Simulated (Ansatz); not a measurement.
## Run report: HfSiO4, single-point calculation

HfSiO4 (I4₁/amd, 12 atoms in the cell), computed with DFT, PBE, plane waves, PAW, no spin polarisation (Ansatz 0.2.0).

The structure derives from an entry of the Crystallography Open Database. The geometry comes from this level: r2SCAN (a point of a series of volumes). It belongs to a series of runs on one base structure; here: volume +12%. Figures and captions count atoms from 1; the log counts them from 0 in places.

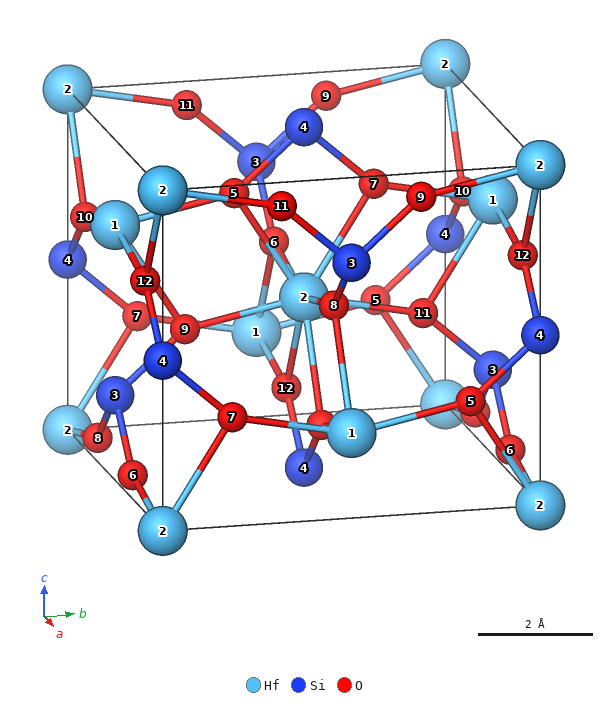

The structure (ball-and-stick view of the cell 2 times as large as that of the calculation, set on its symmetry axes, seen slightly off an axis; atoms are numbered from 1 in the order of the input).

**The input**
```yaml
crystal:
  lattice:
    - [-3.4175160043, 3.4175160043, 3.1007171449]
    - [3.4175160043, -3.4175160043, 3.1007171449]
    - [3.4175160043, 3.4175160043, -3.1007171449]
  atoms:
    - { symbol: Hf, position: [0.75, 0.25, 0.5] }
    - { symbol: Hf, position: [0.0, 0.0, 0.0] }
    - { symbol: Si, position: [0.25, 0.75, 0.5] }
    - { symbol: Si, position: [0.5, 0.5, 0.0] }
    - { symbol: O, position: [0.1352530215, 0.3198800067, 0.8153730148] }
    - { symbol: O, position: [0.0698800067, 0.7545069919, 0.6846269852] }
    - { symbol: O, position: [0.5045069919, 0.3198800067, 0.1846269852] }
    - { symbol: O, position: [0.0698800067, 0.3852530215, 0.3153730148] }
    - { symbol: O, position: [0.6147469785, 0.9301199933, 0.6846269852] }
    - { symbol: O, position: [0.6801199933, 0.8647469785, 0.1846269852] }
    - { symbol: O, position: [0.2454930081, 0.9301199933, 0.3153730148] }
    - { symbol: O, position: [0.6801199933, 0.4954930081, 0.8153730148] }
kpoints:
  mp_grid: { grid: [2, 2, 2] }
hamiltonian:
  xc: pbe
scf:
  occupations: { method: fermi_dirac, width: 0.02 }
  n_extra_bands: 7
output:
  forces: true
  stress: true
  eigenvalues: true
basis:
  ecutwfc: 260
```

Launched with:
```bash
ansatz run input.yaml --threads 2 --pin off --max-ram 3686MiB --backend cpu --events-out ev --progress --plain --runs-dir out
```

**The program's output**
```
Warning: basis.ecutwfc = 260 eV is below the records' recommended 420 eV, and the density's cutoff is lower with it unless basis.ecutrho_ratio is high enough to keep the records' density cutoff: compare with a run at a higher cutoff
scf.n_extra_bands = 7 over 54 filled bands (N_el = 108.0): the run solves 61 bands
Engine: ansatz 0.2.0, aarch64-unknown-linux-gnu
Pseudopotentials: kind: paw
Pseudopotential: Hf, paw, valence charge 26, recommended cutoff 420 eV (normal), Hf.paw.azcp
Pseudopotential: Si, paw, valence charge 4, recommended cutoff 420 eV (normal), Si.paw.azcp
Pseudopotential: O, paw, valence charge 6, recommended cutoff 420 eV (normal), O.paw.azcp
Functional definition: PBE
  parameter kappa = 0.804
  parameter beta = 0.06672455060314922
  exchange = pbe_x(kappa = kappa, mu = beta*pi^2/3)
  correlation = pbe_c(beta = beta)
Crystal: 12 atoms, lattice volume = 144.858 Å³
Basis set: ecut = 260 eV, 1385 PW (Γ), exchange–correlation on 64×64×64 points (8 copies of the dense FFT grid, shifted against one another)
Bands: 61, of which v1, the nominal top of the filled ones, is band 54 counted from 1 (53 counted from 0)
Symmetry: 16 space group operations
Space group: I41/amd (ITA 141), of the structure as read, at distance tolerance 5.3e-5 Å
k-points: 4 of 8
Non-local potential: Hf, projectors of the file, l = 0: 3, l = 1: 2, l = 2: 2, l = 3: 3
Non-local potential: Si, projectors of the file, l = 0: 2, l = 1: 2, l = 2: 2
Non-local potential: O, projectors of the file, l = 0: 2, l = 1: 2, l = 2: 1
PAW form: soft (Blöchl's): semilocal exchange-correlation on the pseudo side does not see the compensation charge
PAW one-centre angular grid: Hf, 590 points (default); XC on 64 Gauss nodes
PAW one-centre angular grid: Si, 110 points (default); XC on 64 Gauss nodes
PAW one-centre angular grid: O, 110 points (default); XC on 64 Gauss nodes
Initial density: superposition of atomic densities (neutral atoms: chi_scale 0, normalization atom), corrected by the library's trained network
Initial wavefunctions: pseudopotential atomic-orbital guess
Functional: x = pbe(κ = 0.804, μ = 0.2195149727645171), c = pbe(β = 0.06672455060314922)
SCF iter   1: F=—  HF=-37258.957219 eV  |F-HF|=—  |Δ(HF+E_count)|=         —  Δρ=4.66e-2  dr2=1.01e0  ethr=1.77e-3  ⟨swp⟩=7.0  Hψ=972  notcnv=0
preconditioner: auto → Resta (q_TF=auto, 2.598 Å⁻¹)  ε∞=4.9  [insulator: Δε(μ)=4.561 eV  Ē_g=16.003 eV  σ=0.020 eV  W_gap=1.00  n_scr=42 (ndim 8)  ℏωp=31.5 eV  f_vac=0.064  D(μ)=0.00/eV (n_scr^D=0)  ε∞_Penn≈4.9]
SCF iter   2: F=—  HF=-37258.425962 eV  |F-HF|=—  |Δ(HF+E_count)|=   5.31e-1  Δρ=1.61e-2  dr2=8.41e-2  ethr=9.35e-4  ⟨swp⟩=2.0  Hψ=527  notcnv=0  defer=5
SCF iter   3: F=—  HF=-37258.434897 eV  |F-HF|=—  |Δ(HF+E_count)|=   8.93e-3  Δρ=7.14e-3  dr2=2.08e-2  ethr=7.79e-5  ⟨swp⟩=2.0  Hψ=478  notcnv=0  defer=5
SCF iter   4: F=—  HF=-37258.438248 eV  |F-HF|=—  |Δ(HF+E_count)|=   3.35e-3  Δρ=1.28e-3  dr2=1.57e-3  ethr=1.92e-5  ⟨swp⟩=2.0  Hψ=354  notcnv=0  defer=5
SCF iter   5: F=—  HF=-37258.437883 eV  |F-HF|=—  |Δ(HF+E_count)|=   3.65e-4  Δρ=1.82e-4  dr2=4.10e-5  ethr=1.46e-6  ⟨swp⟩=2.0  Hψ=455  notcnv=0  defer=5
SCF iter   6: F=—  HF=-37258.438807 eV  |F-HF|=—  |Δ(HF+E_count)|=   9.25e-4  Δρ=5.65e-5  dr2=3.90e-6  ethr=3.80e-8  ⟨swp⟩=2.0  Hψ=454  notcnv=0  defer=5
SCF iter   7: F=—  HF=-37258.438808 eV  |F-HF|=—  |Δ(HF+E_count)|=   7.45e-7  Δρ=1.06e-5  dr2=2.07e-7  ethr=3.61e-9  ⟨swp⟩=2.0  Hψ=455  notcnv=0  defer=5
SCF iter   8: F=-37258.438808 eV  HF=-37258.438808 eV  |F-HF|=4.73e-9  |Δ(HF+E_count)|=   1.85e-7  Δρ=2.32e-6  dr2=1.51e-8  ethr=9.26e-11  ⟨swp⟩=9.0  Hψ=872  notcnv=0
SCF 1 converged in 8 iterations: F = -37258.438808 eV  dr2 = 1.51e-8
  greatest PAW one-centre occupation: 0.999 electrons in one spin orbital (limit 2), on the Hf atom at site 1 (counted from 0), in its partial waves of l = 3
SCF converged after 8 iterations
Free energy (F): -37258.438808 eV
Harris-Foulkes:  -37258.438808 eV  (|F-HF|=4.73e-9)
Internal energy: -37258.438808 eV  (E = F + TS)
E sigma→0 (E₀):  -37258.438808 eV
Fermi energy:    10.865857 eV
--- Per-component energies (eV) ---
  E_band       = -462.489360
  E_kinetic    = 2369.750532
  E_local      = -16566.068238  (includes V_loc(G=0)·N_el)
  E_nonlocal   = -2051.570469
  E_hartree    = 7358.492061
  E_xc         = -1311.744579
  E_vxc        = -1393.289325  (∫ρ·V_xc dr)
  E_paw        = -16180.341930  (= ΣΔE_a)
  E_vpaw       = 2461.609504  (= ΣTr[D̂ρ^β])
  E_aug_tail   = 0.107114  (compensation charges beyond the density's cutoff)
  E_ewald      = -10877.063301
  E_smearing   = -0.000000  (= −TS)
  E_closure    = 0.000000  (closes the sum)
  Σ components = -37258.438808   (vs F -37258.438808, Δ=0.00e0)
--- Forces (eV/Å), atoms counted from 1 ---
  atom   1  Hf     0.00000000     0.00000000     0.00000000
  atom   2  Hf    -0.00000000     0.00000000    -0.00000000
  atom   3  Si    -0.00000000    -0.00000000    -0.00000000
  atom   4  Si     0.00000000     0.00000000     0.00000000
  atom   5  O     -0.00000000     0.35533595     0.14085956
  atom   6  O     -0.35533595     0.00000000     0.14085956
  atom   7  O     -0.00000000    -0.35533595     0.14085956
  atom   8  O      0.35533595     0.00000000     0.14085956
  atom   9  O      0.00000000    -0.35533595    -0.14085956
  atom  10  O     -0.35533595     0.00000000    -0.14085956
  atom  11  O      0.00000000     0.35533595    -0.14085956
  atom  12  O      0.35533595     0.00000000    -0.14085956
  max |Σ_I F_I| component: 1.39e-16 eV/Å
--- Stress (GPa, compression-positive) ---
      -16.275108       0.000000       0.000000
        0.000000     -16.275108       0.000000
        0.000000       0.000000     -20.161483
  P = ⅓ Tr σ = -17.5706 GPa (-175.706 kbar)
--- Band table (eV) ---
  k-point 0: bands = ["-53.1805", "-53.1764", "-21.6315", "-21.6315", "-21.5903", "-21.5880", "-21.5337", "-21.5337", "-10.3519", "-9.5072", "-8.8546", "-8.7927", "-8.3899", "-8.3899", "-8.3629", "-8.3629", "-4.3794", "-4.3790", "-4.3762", "-4.3760", "-4.3760", "-4.3744", "-4.3674", "-4.3674", "-4.3669", "-4.3554", "-4.3554", "-4.3440", "-4.3425", "-4.3425", "1.0794", "2.3849", "3.0547", "3.6010", "3.6010", "4.1544", "4.4254", "4.9350", "5.3512", "5.3874", "5.3874", "5.8402", "6.0917", "6.0917", "6.9235", "6.9235", "7.7136", "7.7276", "7.7305", "7.7305", "7.8199", "7.8199", "7.9200", "8.4875", "13.4886", "13.5112", "13.8154", "13.8158", "13.8158", "14.4793", "14.6249"]
  k-point 1: bands = ["-53.1784", "-53.1784", "-21.6291", "-21.6291", "-21.5820", "-21.5820", "-21.5427", "-21.5427", "-9.8184", "-9.8184", "-8.7150", "-8.7150", "-8.5674", "-8.5674", "-8.5000", "-8.5000", "-4.3824", "-4.3824", "-4.3797", "-4.3797", "-4.3706", "-4.3706", "-4.3673", "-4.3673", "-4.3639", "-4.3639", "-4.3520", "-4.3520", "-4.3515", "-4.3515", "2.3523", "2.3523", "3.8881", "3.8881", "3.9815", "3.9815", "4.1655", "4.1655", "5.2456", "5.2456", "5.7461", "5.7461", "6.0006", "6.0006", "6.5982", "6.5982", "7.1579", "7.1579", "7.5635", "7.5635", "7.6293", "7.6293", "7.9122", "7.9122", "13.2719", "13.2719", "14.0945", "14.0945", "14.1467", "14.1467", "15.3117"]
  k-point 2: bands = ["-53.1794", "-53.1773", "-21.6345", "-21.6175", "-21.6150", "-21.5577", "-21.5513", "-21.5271", "-9.7470", "-9.7120", "-9.1442", "-8.8226", "-8.5249", "-8.4583", "-8.4003", "-8.3578", "-4.3815", "-4.3789", "-4.3779", "-4.3725", "-4.3695", "-4.3682", "-4.3653", "-4.3639", "-4.3622", "-4.3552", "-4.3520", "-4.3503", "-4.3416", "-4.3342", "1.7587", "2.3454", "3.4077", "3.6061", "4.3057", "4.4128", "4.4979", "4.7569", "5.2251", "5.5552", "5.7503", "5.9132", "6.0082", "6.1169", "6.4776", "6.4937", "6.7677", "6.9829", "7.2346", "7.4026", "7.5580", "7.7274", "8.2166", "8.2435", "13.4564", "13.5974", "14.1378", "14.2820", "14.3427", "14.7015", "15.0659"]
  k-point 3: bands = ["-53.1784", "-53.1784", "-21.6368", "-21.6368", "-21.5893", "-21.5893", "-21.5248", "-21.5248", "-9.8791", "-9.8791", "-8.9060", "-8.9060", "-8.4653", "-8.4653", "-8.2913", "-8.2913", "-4.3748", "-4.3748", "-4.3745", "-4.3745", "-4.3687", "-4.3687", "-4.3656", "-4.3656", "-4.3653", "-4.3653", "-4.3585", "-4.3585", "-4.3330", "-4.3330", "1.8077", "1.8077", "3.4573", "3.4573", "4.0660", "4.0660", "5.0440", "5.0440", "5.4878", "5.4878", "5.6384", "5.6384", "6.5371", "6.5371", "6.9460", "6.9460", "7.0828", "7.0828", "7.3505", "7.3505", "7.4138", "7.4138", "7.4899", "7.4899", "13.9321", "13.9321", "14.0213", "14.0213", "14.2369", "14.2369", "14.9555"]
```

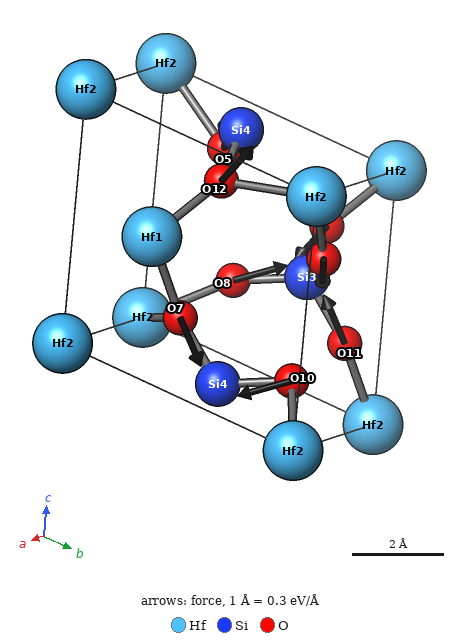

Forces on the atoms as black arrows (ball-and-stick view of the cell of the calculation, seen slightly off an axis; atoms are numbered from 1 in the order of the input). The largest act on all 8 O atoms (0.38 eV/Å). 

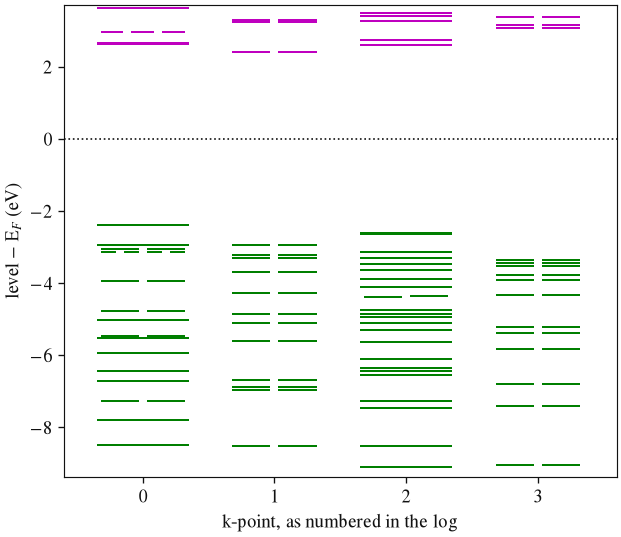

Kohn–Sham levels near the Fermi level (dotted) at the few k-points that the log prints; levels within 0.02 eV of each other stand side by side. Among these points the highest filled and lowest empty levels are 4.78 eV apart, which is the gap on the mesh.

**Key numbers**

| quantity | value |
| --- | --- |
| outcome | converged |
| space group (tolerance 0.01 Å) | I4₁/amd (141) |
| electrons treated | 108 |
| free energy | −37258.4388 eV |
| Fermi energy | 10.866 eV |
| gap on the k-point mesh | 4.78 eV |
| pressure | −17.57 GPa |
| largest force (length of the vector) | 0.382 eV/Å |
| hardware | 2 threads of Arm Neoverse V2, 24 GiB of memory available, shared host |
| wall time | 0.85 s (CPU time 1.6 s) |
| peak memory | 0.34 GiB |

The program warns: the cutoff is below the recommended one. Spin–orbit coupling is left out, which matters for Hf. The k-point mesh is coarse for a cell of this size, so the results may not be converged.
